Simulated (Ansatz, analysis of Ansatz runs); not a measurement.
# Reproducing a measured local vibrational mode: N-H pair in ZnSe, part 2 of 2

Subject: N-H pair in ZnSe. Wanted: its local vibrational mode, in one set-up (PBE, 64-site cell, PBE lattice, 420 eV, k: the single point 1/4 1/4 1/4, anharmonic cut along the mode). The model is a cell of 64 host atoms with N put on another atom's site and H put in between. The frequencies come from force constants among the defect atom and its neighbours, with the masses of the isotopes named.

Ansatz 0.2.0; PBE, 64-site cell, PBE lattice, 420 eV, k: the single point 1/4 1/4 1/4, anharmonic cut along the mode.

So far. Step 2 (Relaxation, charge 0): Neighbours of the added atoms: H65: N16 1.03, Zn57 2.47, Zn42 2.47 Å.

## (3) Local vibrational modes

A local mode lives on the defect and the atoms next to it, so only the sites listed in the input are displaced, which costs far fewer SCF runs than the whole cell would.

This step: plane-wave PAW DFT, PBE; finite-displacement force constants among the atoms nearest to a defect, the others at rest.

Contents of modes/input.yaml:

```yaml
crystal:
  lattice:
    - [11.46365847, 0.0, 0.0]
    - [0.0, 0.0, -11.46365847]
    - [0.0, 11.46365847, 0.0]
  atoms:
    - { symbol: Zn, position: [-0.000164064, -0.000432534, -0.001449103] }
    - { symbol: Zn, position: [-0.004474221, 0.249330573, 0.245287016] }
    - { symbol: Zn, position: [0.249627872, -0.004751729, 0.245271219] }
    - { symbol: Zn, position: [0.249511553, 0.249255399, -0.003488452] }
    - { symbol: Se, position: [0.124758902, 0.124476591, 0.123402573] }
    - { symbol: Se, position: [0.121258868, 0.376574334, 0.371025194] }
    - { symbol: Se, position: [0.376834953, 0.120983938, 0.371036475] }
    - { symbol: Se, position: [0.374916057, 0.374633165, 0.122858389] }
    - { symbol: Zn, position: [-0.00448839, -0.004766047, 0.499385248] }
    - { symbol: Zn, position: [-6.5957e-05, 0.255140349, 0.751483261] }
    - { symbol: Zn, position: [0.255416583, -0.000324751, 0.751470267] }
    - { symbol: Zn, position: [0.215592432, 0.215333632, 0.465344056] }
    - { symbol: Se, position: [0.121259901, 0.120990682, 0.626581502] }
    - { symbol: Se, position: [0.132272003, 0.377484432, 0.868365747] }
    - { symbol: Se, position: [0.37776552, 0.132010831, 0.868357724] }
    - { symbol: "N", position: [0.392857714, 0.392628836, 0.642613167] }
    - { symbol: Zn, position: [0.004496942, 0.498449501, -0.003064279] }
    - { symbol: Zn, position: [-0.000153603, 0.748506054, 0.249602619] }
    - { symbol: Zn, position: [0.255429603, 0.501444055, 0.249706248] }
    - { symbol: Zn, position: [0.250171353, 0.748095329, -0.00186521] }
    - { symbol: Se, position: [0.126155418, 0.623544869, 0.12518085] }
    - { symbol: Se, position: [0.124758009, 0.873372683, 0.374515667] }
    - { symbol: Se, position: [0.377766107, 0.618347255, 0.38202927] }
    - { symbol: Se, position: [0.376601279, 0.872599518, 0.122620889] }
    - { symbol: Zn, position: [-4.3578e-05, 0.501447266, 0.505192007] }
    - { symbol: Zn, position: [0.004467413, 0.746922581, 0.748524457] }
    - { symbol: Zn, position: [0.279054637, 0.486350975, 0.736336404] }
    - { symbol: Zn, position: [0.249534678, 0.746489589, 0.499271341] }
    - { symbol: Se, position: [0.13226538, 0.618366232, 0.627528847] }
    - { symbol: Se, position: [0.126156061, 0.87516196, 0.87358844] }
    - { symbol: Se, position: [0.376814753, 0.623853498, 0.873898426] }
    - { symbol: Se, position: [0.374918035, 0.872807545, 0.624688676] }
    - { symbol: Zn, position: [0.498747317, 0.004220035, -0.003070856] }
    - { symbol: Zn, position: [0.501711737, 0.255145699, 0.249719834] }
    - { symbol: Zn, position: [0.748791227, -0.000429628, 0.24958521] }
    - { symbol: Zn, position: [0.74836331, 0.249904913, -0.001874554] }
    - { symbol: Se, position: [0.623817928, 0.125882792, 0.125182571] }
    - { symbol: Se, position: [0.618624256, 0.377484242, 0.382037651] }
    - { symbol: Se, position: [0.873644479, 0.124471046, 0.374519709] }
    - { symbol: Se, position: [0.872876152, 0.376306092, 0.122629252] }
    - { symbol: Zn, position: [0.501719881, -0.000344579, 0.505193667] }
    - { symbol: Zn, position: [0.486579191, 0.278817383, 0.736329579] }
    - { symbol: Zn, position: [0.747166478, 0.004209525, 0.748497693] }
    - { symbol: Zn, position: [0.746773317, 0.249242303, 0.499302445] }
    - { symbol: Se, position: [0.618603712, 0.13200203, 0.627527888] }
    - { symbol: Se, position: [0.624126867, 0.37653484, 0.873891204] }
    - { symbol: Se, position: [0.875414255, 0.1258718, 0.873582227] }
    - { symbol: Se, position: [0.87309821, 0.374652482, 0.624687474] }
    - { symbol: Zn, position: [0.502360177, 0.502082873, 0.000590062] }
    - { symbol: Zn, position: [0.498744255, 0.746921858, 0.254249432] }
    - { symbol: Zn, position: [0.747194969, 0.498449004, 0.25424457] }
    - { symbol: Zn, position: [0.750567856, 0.750287831, 0.000327812] }
    - { symbol: Se, position: [0.625763295, 0.625487211, 0.12708304] }
    - { symbol: Se, position: [0.623831347, 0.875158951, 0.375912461] }
    - { symbol: Se, position: [0.875428425, 0.623548611, 0.375914389] }
    - { symbol: Se, position: [0.875219542, 0.874936014, 0.124978309] }
    - { symbol: Zn, position: [0.48660179, 0.486341591, 0.528821645] }
    - { symbol: Zn, position: [0.502362407, 0.750514964, 0.752096811] }
    - { symbol: Zn, position: [0.75080749, 0.502077781, 0.752117083] }
    - { symbol: Zn, position: [0.748374446, 0.748103478, 0.49993225] }
    - { symbol: Se, position: [0.62414164, 0.62385442, 0.626559349] }
    - { symbol: Se, position: [0.625750551, 0.877021655, 0.875521038] }
    - { symbol: Se, position: [0.877308716, 0.625477619, 0.875528105] }
    - { symbol: Se, position: [0.872868945, 0.872595765, 0.626360728] }
    - { symbol: H, position: [0.340887658, 0.340660333, 0.590615071] }
basis:
  ecutwfc: 420
  xc_grid: 2
hamiltonian:
  xc: pbe
kpoints:
  mp_grid: { grid: [1, 1, 1], shift: [0.25, 0.25, 0.25] }
scf:
  occupations: { method: fermi_dirac, width: 0.01 }
  max_iter: 120
output: {}
checkpoint:
  read: "../relax.run"
phonons:
  supercell: [1, 1, 1]
  displaced_sites: [15, 26, 41, 56, 64]
```

On the command line:

```bash
ansatz run input.yaml --threads 4 --pin off --max-ram 14131MiB --backend cpu --events-out ev --progress --plain --runs-dir out
```

Numbers of over 12 decimals in the logs are rounded to 6 here.

The program printed:

```text
[...]
Crystal: 65 atoms, lattice volume = 1506.502 Å³
Basis set: ecut = 420 eV, 29423 PW (Γ), exchange–correlation on 160×160×160 points (8 copies of the dense FFT grid, shifted against one another)
Bands: 532, of which v1, the nominal top of the filled ones, is band 443 counted from 1 (442 counted from 0)
Symmetry: 1 space group operations
k-points: 1
[...]
SCF iter   5: F=-276194.355363 eV  HF=-276194.355363 eV  |F-HF|=5.82e-11  |Δ(HF+E_count)|=  1.75e-10  Δρ=5.59e-8  dr2=4.89e-11  ethr=1.00e-12  ⟨swp⟩=3.0  Hψ=2217  notcnv=0
SCF 1 converged in 5 iterations: F = -276194.355363 eV  dr2 = 4.89e-11
[...]
SCF 2 converged in 10 iterations: F = -276194.355333 eV  dr2 = 4.87e-12
[...]
SCF 3 converged in 7 iterations: F = -276194.355355 eV  dr2 = 2.44e-12
[...]
symmetry images taken by strict's conditions (phonons.symmetry_images: auto; settled by no image being taken that strict refuses)
  force constants formed among 5 of 65 sites (N 15, Zn 26, Zn 41, Zn 56, H 64); the other 60 at rest. The modes move the named sites alone.
  the frequencies, the zero-point energy and the sums are of the block with the acoustic sum rule laid on its rows. Row sums over every site: 1.2e-4 eV/Å² at the most
  transpose residual: 1.1e-4 eV/Å²
  largest component of a force at the reference: 8.2e-3 eV/Å on a named site, 2.5e-3 eV/Å on a site at rest
  frequencies among the named sites at Γ of the cell (cm⁻¹): 100.94 100.99 105.93 132.08 132.12 133.00 133.04 133.63 189.25 374.39 488.26 488.32 814.92 814.97 3288.06
  unstable modes among the named sites: 0
  frequencies as built, with no sum rule (cm⁻¹): 100.94 100.98 105.93 132.08 132.12 133.00 133.04 133.63 189.25 374.39 488.26 488.31 814.90 814.95 3288.06
  zero-point energy: 0.460594 eV/cell   skipped modes (ω ≤ 0): 0
  not written: the harmonic force-constant file, the file of eigenvectors (these modes' are written with the force constants), the density of states and the dispersion, which are of every site
[key lines of the parts left out:]
SCF converged after 5 iterations
Free energy (F): -276194.355363 eV
Fermi energy:    7.143711 eV
```

Wall time 16 min (4 threads of AMD EPYC 9R14 (Zen 4), shared host); peak memory 4.1 GiB; 62 min of CPU time.

In the SCF lines HF is the Harris–Foulkes energy and dr2 the Hartree energy of the density residual, in eV; the loop may stop once dr2 is under the threshold and the program's other checks hold. Hψ counts applications of the Hamiltonian.

This step gave:

```yaml
free_energy: -276194.3554 eV
```

The modes with the largest weight on the probed atoms (the light atom of a pair), for the masses of each isotope. Modes of the displaced atoms (local only where they lie over the host's phonons):

```tsv
isotopes	mode (cm⁻¹)	share of the defect atoms
H	3288	0.935
H	815	0.91
H	815	0.91
D	2401	0.876
D	616.7	0.628
D	616.7	0.628
```

## (4) Point 1 along the mode

A light atom samples the curved part of its well, so the energy is mapped along the mode and the one-dimensional Schrödinger equation solved on it.

This step: plane-wave PAW DFT, PBE; single point of a defect supercell.

cut0/input.yaml, as its differences from modes/input.yaml of step 3:

```diff
@@ -21,3 +21,3 @@
     - { symbol: Se, position: [0.37776552, 0.132010831, 0.868357724] }
-    - { symbol: "N", position: [0.392857714, 0.392628836, 0.642613167] }
+    - { symbol: "N", position: [0.391818912, 0.391590088, 0.641573822] }
     - { symbol: Zn, position: [0.004496942, 0.498449501, -0.003064279] }
@@ -32,3 +32,3 @@
     - { symbol: Zn, position: [0.004467413, 0.746922581, 0.748524457] }
-    - { symbol: Zn, position: [0.279054637, 0.486350975, 0.736336404] }
+    - { symbol: Zn, position: [0.279050993, 0.486350072, 0.736335499] }
     - { symbol: Zn, position: [0.249534678, 0.746489589, 0.499271341] }
@@ -47,3 +47,3 @@
     - { symbol: Zn, position: [0.501719881, -0.000344579, 0.505193667] }
-    - { symbol: Zn, position: [0.486579191, 0.278817383, 0.736329579] }
+    - { symbol: Zn, position: [0.486578285, 0.278813743, 0.736328673] }
     - { symbol: Zn, position: [0.747166478, 0.004209525, 0.748497693] }
@@ -62,3 +62,3 @@
     - { symbol: Se, position: [0.875219542, 0.874936014, 0.124978309] }
-    - { symbol: Zn, position: [0.48660179, 0.486341591, 0.528821645] }
+    - { symbol: Zn, position: [0.486600882, 0.486340684, 0.528818004] }
     - { symbol: Zn, position: [0.502362407, 0.750514964, 0.752096811] }
@@ -70,3 +70,3 @@
     - { symbol: Se, position: [0.872868945, 0.872595765, 0.626360728] }
-    - { symbol: H, position: [0.340887658, 0.340660333, 0.590615071] }
+    - { symbol: H, position: [0.355624452, 0.35539646, 0.605359182] }
 basis:
@@ -81,7 +81,5 @@
   max_iter: 120
-output: {}
+output:
+  forces: true
 checkpoint:
   read: "../relax.run"
-phonons:
-  supercell: [1, 1, 1]
-  displaced_sites: [15, 26, 41, 56, 64]
```

The program printed:

```text
[...]
Warning: checkpoint.read: the run can stay near the saved state's solution: 5 site(s) moved relative to the saved geometry (max |Δs| = 1.474e-2 fractional); [...]
[...]
Crystal: 65 atoms, lattice volume = 1506.502 Å³
Basis set: ecut = 420 eV, 29423 PW (Γ), exchange–correlation on 160×160×160 points (8 copies of the dense FFT grid, shifted against one another)
Bands: 508, of which v1, the nominal top of the filled ones, is band 443 counted from 1 (442 counted from 0)
Symmetry: 1 space group operations
[...]
k-points: 1
[...]
SCF iter  10: F=-276190.343630 eV  HF=-276190.343630 eV  |F-HF|=7.20e-8  |Δ(HF+E_count)|=   7.35e-8  Δρ=2.07e-6  dr2=6.14e-8  ethr=1.13e-11  ⟨swp⟩=3.0  Hψ=2056  notcnv=0
SCF 1 converged in 10 iterations: F = -276190.343630 eV  dr2 = 6.14e-8
[...]
SCF converged after 10 iterations
Free energy (F): -276190.343630 eV
[...]
Internal energy: -276190.343630 eV  (E = F + TS)
E sigma→0 (E₀):  -276190.343630 eV
Fermi energy:    7.139562 eV
[...]
--- Forces (eV/Å), atoms counted from 1 ---
  atom   1  Zn    -0.00047976    -0.00018866     0.00042946
  atom   2  Zn    -0.00213363    -0.00202658    -0.00211445
  [... 3 atoms left out ...]
  atom   6  Se     0.01052382     0.00996398     0.00181004
  atom   7  Se    -0.00134789     0.00998877    -0.01035002
  [... 4 atoms left out ...]
  atom  12  Zn    -0.00880949    -0.00841202     0.00919864
  atom  13  Se     0.01017630    -0.00089561    -0.01043526
  atom  14  Se     0.00322503    -0.00278421    -0.00047191
  [... 1 atom left out ...]
  atom  16  N     21.23551634    21.24656352   -21.23363924
  [... 10 atoms left out ...]
  atom  27  Zn     0.10038824     0.00763948    -0.00708285
  [... 14 atoms left out ...]
  atom  42  Zn     0.00718783     0.00778257    -0.10022452
  [... 14 atoms left out ...]
  atom  57  Zn     0.00724957     0.09975960    -0.00695066
  [... 7 atoms left out ...]
  atom  65  H    -21.33923042   -21.35020471    21.33860947
  max |Σ_I F_I| component: 4.64e-5 eV/Å
```

The job ended after 34 s (4 threads; peak memory 3.7 GiB; 2.2 min of CPU time).

This step gave:

- free energy: -276190.3436 eV

The other runs of this kind differ in structure, charge or spin alone:

```tsv
run	outcome	energy less the first (eV)	moment (μB)	time
point 1 along the mode	converged	0.0000	0.00	34 s
point 2 along the mode	converged	-2.2912	0.00	32 s
point 3 along the mode	converged	-3.3463	0.00	28 s
point 4 along the mode	converged	-3.8733	0.00	29 s
point 5 along the mode	converged	-3.9164	0.00	26 s
point 6 along the mode	converged	-3.6875	0.00	26 s
point 7 along the mode	converged	-3.4107	0.00	29 s
point 8 along the mode	converged	-3.0637	0.00	32 s
point 9 along the mode	converged	-2.7140	0.00	31 s
```

## (5) Anharmonic fundamental

Analysis of the runs above: one-dimensional Schroedinger equation on a polynomial through PBE energies along the local mode.

It gives:

| Property | Result |
| --- | --- |
| stretch | 3116 cm⁻¹ |
| stretch harmonic | 3288 cm⁻¹ |

The energy by normal coordinate:

```tsv
normal coordinate (amu½ Å)	energy (eV)
-0.304	4.01
-0.223	1.72
-0.152	0.665
-0.076	0.138
0.000	0
0.076	0.0953
0.152	0.324
0.223	0.601
0.304	0.948
0.385	1.30
```

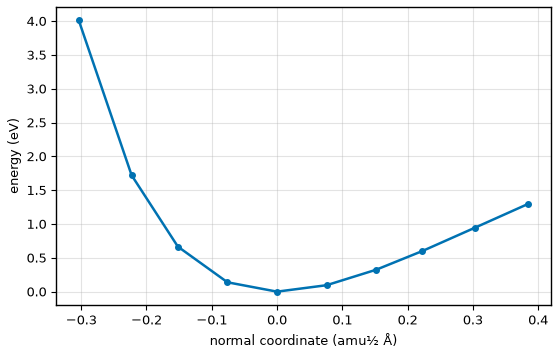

Energy against normal coordinate.

## (6) Summary of results

```yaml
distance_from_the_defect_atom_to_its_nearest_neighbour: 1.032 Å
n_h_stretch_1h: 3116 cm⁻¹
n_h_wag_1h: 815 cm⁻¹
time_of_the_whole_chain: 23 min on 4 threads
```

N-H stretch, 1H: computed 3116 cm⁻¹, measured 3194 cm⁻¹; 78 cm⁻¹ (2 %) below the measurement. N-H wag, 1H: computed 815 cm⁻¹, measured 783 cm⁻¹; 32 cm⁻¹ (4 %) above the measurement. The anharmonic cut moves the N-H stretch, 1H from 3288 to 3116 cm⁻¹; a straight cut leaves out the coupling to the other modes. Only the named neighbours move, so modes near the host's band are approximate.

[Logs are printed without paths, hosts, clocks, repeated set-up lines and the standing remarks that a program may print on its own settings, such as how far it seeks lower states.]

[Hosts, paths, dates, database ids (printed as entryN), source tags and the programs' standing remarks are cut or masked in the printed files.]

[For some hosts the program warned that the k-mesh of the response run may be too coarse for force constants and the static dielectric constant; such warnings are not shown here.]
